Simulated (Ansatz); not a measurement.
**TaS2: single-point calculation (part 1 of 3)**

TaS2 (P-3m1, 3 atoms in the cell), computed with DFT PBE+U, spin-orbit coupling, plane waves, PAW, Ueff = 4 eV on Ta atom 1 d (Ansatz 0.2.0).

The structure derives from an entry of the Crystallography Open Database. It belongs to a series of runs on one base structure; here: natural orbitals of the symmetric run, filled by rank. Figures and captions count atoms from 1; the log counts them from 0 in places.

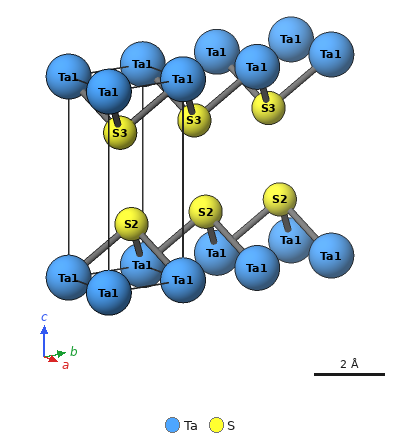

Fig. 1: The structure as given in the input (ball-and-stick view of the cell of the calculation, repeated 1 × 3 × 1, seen slightly off an axis; atoms are numbered from 1 in the order of the input). Near neighbours in the crystal (not all of them lie inside the picture): Ta has 6 S at 2.43 Å; S has 3 Ta at 2.43 Å.

**Input**
```yaml
crystal:
  lattice:
    - [3.3500014, 0.0, 0.0]
    - [-1.6750007, 2.90118631, 0.0]
    - [0.0, 0.0, 5.85999874]
  atoms:
    - { symbol: Ta, position: [0.0, 0.0, 0.0], spin: 1.0, spin_axis: [0.707107, 0.707107, 0.0] }
    - { symbol: S, position: [0.3333333333, 0.6666666667, 0.25] }
    - { symbol: S, position: [0.6666666667, 0.3333333333, 0.75] }
basis:
  ecutwfc: 420
  ecutrho_ratio: 4
kpoints:
  mp_grid: { grid: [7, 7, 3] }
hamiltonian:
  xc: pbe
  hubbard:
    sites:
      - { site: 0, l: d, u_eff: 4.0, starting_ns: [{ occupation_matrix: s0 }] }
    occupation_matrices:
      s0:
        spinor_matrix:
          - [[0.19281, 0.0], [-0.00143, -0.13642], [0.0, 0.13642], [-0.00029, -0.0854], [0.02035, 0.0854], [0.1222, -0.1222], [-0.09747, -0.09545], [0.09646, 0.09646], [-0.06059, -0.06019], [0.07478, 0.046]]
          - [[-0.00143, 0.13642], [0.1277, 0.0], [-0.10768, -0.00113], [0.06742, 0.00048], [-0.06758, 0.01535], [0.09545, 0.09747], [0.07615, -0.07615], [-0.07694, 0.07534], [0.04801, -0.04733], [-0.03693, 0.05865]]
          - [[0.0, -0.13642], [-0.10768, 0.00113], [0.12768, 0.0], [-0.06742, 0.00023], [0.06742, -0.01606], [-0.09646, -0.09646], [-0.07534, 0.07694], [0.07614, -0.07614], [-0.04751, 0.04783], [0.03631, -0.05903]]
          - [[-0.00029, 0.0854], [0.06742, -0.00048], [-0.06742, -0.00023], [0.06221, 0.0], [-0.04224, 0.00991], [0.06019, 0.06059], [0.04733, -0.04801], [-0.04783, 0.04751], [0.02984, -0.02984], [-0.02286, 0.03688]]
          - [[0.02035, -0.0854], [-0.06758, -0.01535], [0.06742, 0.01606], [-0.04224, -0.00991], [0.0646, 0.0], [-0.046, -0.07478], [-0.05865, 0.03693], [0.05903, -0.03631], [-0.03688, 0.02286], [0.03154, -0.03154]]
          - [[0.1222, 0.1222], [0.09545, -0.09747], [-0.09646, 0.09646], [0.06019, -0.06059], [-0.046, 0.07478], [0.19281, 0.0], [-0.00143, -0.13642], [0.0, 0.13642], [-0.00029, -0.0854], [0.02035, 0.0854]]
          - [[-0.09747, 0.09545], [0.07615, 0.07615], [-0.07534, -0.07694], [0.04733, 0.04801], [-0.05865, -0.03693], [-0.00143, 0.13642], [0.1277, 0.0], [-0.10768, -0.00113], [0.06742, 0.00048], [-0.06758, 0.01535]]
          - [[0.09646, -0.09646], [-0.07694, -0.07534], [0.07614, 0.07614], [-0.04783, -0.04751], [0.05903, 0.03631], [0.0, -0.13642], [-0.10768, 0.00113], [0.12768, 0.0], [-0.06742, 0.00023], [0.06742, -0.01606]]
          - [[-0.06059, 0.06019], [0.04801, 0.04733], [-0.04751, -0.04783], [0.02984, 0.02984], [-0.03688, -0.02286], [-0.00029, 0.0854], [0.06742, -0.00048], [-0.06742, -0.00023], [0.06221, 0.0], [-0.04224, 0.00991]]
          - [[0.07478, -0.046], [-0.03693, -0.05865], [0.03631, 0.05903], [-0.02286, -0.03688], [0.03154, 0.03154], [0.02035, -0.0854], [-0.06758, -0.01535], [0.06742, 0.01606], [-0.04224, -0.00991], [0.0646, 0.0]]
    ns_hold: { iters: 10 }
scf:
  occupations: { method: gaussian, width: 0.05 }
  lower_state_search: "off"
  max_iter: 150
output:
  forces: true
  stress: true
  eigenvalues: true
  populations: true
  hubbard: { sites: [{ site: 0, l: d }] }
  write_density: true
  write_potential: true
  elf: true
  volumetric_format: npy
magnetization:
  noncollinear: true
  spin_orbit: true
```

Machine: 4 threads of Arm Neoverse V1, 24 GiB of memory available, shared host.

Launch command:
```bash
ansatz run input.yaml --threads 4 --pin off --max-ram 6144MiB --backend cpu --events-out ev --progress --plain --runs-dir out
```

**Log**
```
Warning: output.stress: scf.convergence.dr2_threshold = 1e-7 eV (the SCF's general default) is looser than the 3e-10 eV advised for a printed stress (1e-10 eV for each atom of the cell: 3). What an SCF threshold leaves in a stress goes as its square root, and in the free energy as the threshold itself, and one threshold admits the most on a small cell: of the crystals measured, under no hybrid functional and no lock of the moments, on runs that ended without the residual-converged pass, on stresses that held no estimate of that error, the worst erred by over 100 MPa in a component at 1e-7 eV an atom and by under 5 at 1e-10. Set scf.convergence.dr2_threshold to 3e-10 eV or tighter. The threshold is an SCF's pass mark: one that does not reach it within its budget of iterations ends unconverged, or closes short of it on a stop that the run arms, and scf.convergence.dr2_threshold's page says what that costs each kind of run
Ta: projections on atomic orbitals take those of the free atom [Kr 4d10 4f14] 5s2 5p6 5d3 6s2, of charge +0.00 (hamiltonian.pseudopotentials.projection_atoms); the dataset's partial waves leave at most 1.2e-6 of an orbital's norm unspanned inside its sphere
S: projections on atomic orbitals take those of the free atom [Ne] 3s2 3p4, of charge +0.00 (hamiltonian.pseudopotentials.projection_atoms); the dataset's partial waves leave at most 1.5e-11 of an orbital's norm unspanned inside its sphere
Engine: ansatz 0.2.0, aarch64-unknown-linux-gnu
Pseudopotentials: kind: paw_fr
Pseudopotential: Ta, paw_fr, valence charge 13, recommended cutoff 420 eV (normal), Ta.paw.azcp#standard-fr
Pseudopotential: S, paw_fr, valence charge 6, recommended cutoff 420 eV (normal), S.paw.azcp#standard-fr
Functional definition: PBE
  parameter kappa = 0.804
  parameter beta = 0.06672455060314922
  exchange = pbe_x(kappa = kappa, mu = beta*pi^2/3)
  correlation = pbe_c(beta = beta)
Crystal: 3 atoms, lattice volume = 56.953 Å³
Basis set: ecut = 420 eV, 1135 PW (Γ), exchange–correlation on 48×48×80 points (8 copies of the dense FFT grid, shifted against one another)
Bands: 34, of which v1, the nominal top of the filled ones, is band 25 counted from 1 (24 counted from 0)
Symmetry: 2 space group operations
Magnetic group: BNS 2.4 (UNI 4), of the structure as read, at distance tolerance 3.8e-5 Å
k-points: 74 of 147
Projection manifold: j_resolved (fully-relativistic pseudo-atomic orbitals)
Non-local potential: Ta, projectors of the file, l = 0: 3, l = 1: 4, l = 2: 4, l = 3: 2
Non-local potential: S, projectors of the file, l = 0: 2, l = 1: 4, l = 2: 4
PAW form: soft (Blöchl's): semilocal exchange-correlation on the pseudo side does not see the compensation charge
PAW one-centre angular grid: Ta, 590 points (default); XC on 64 Gauss nodes
PAW one-centre angular grid: S, 110 points (default); XC on 64 Gauss nodes
Initial density: superposition of atomic densities (chi_scale 0.1, normalization cell, long waves kept (reshape's long-wave potential 0.04 eV rms))
Starting moments: Σ|m| = 1 μB on 1 of 3 sites
Initial wavefunctions: pseudopotential atomic-orbital guess
Functional: x = pbe(κ = 0.804, μ = 0.2195149727645171), c = pbe(β = 0.06672455060314922)
```
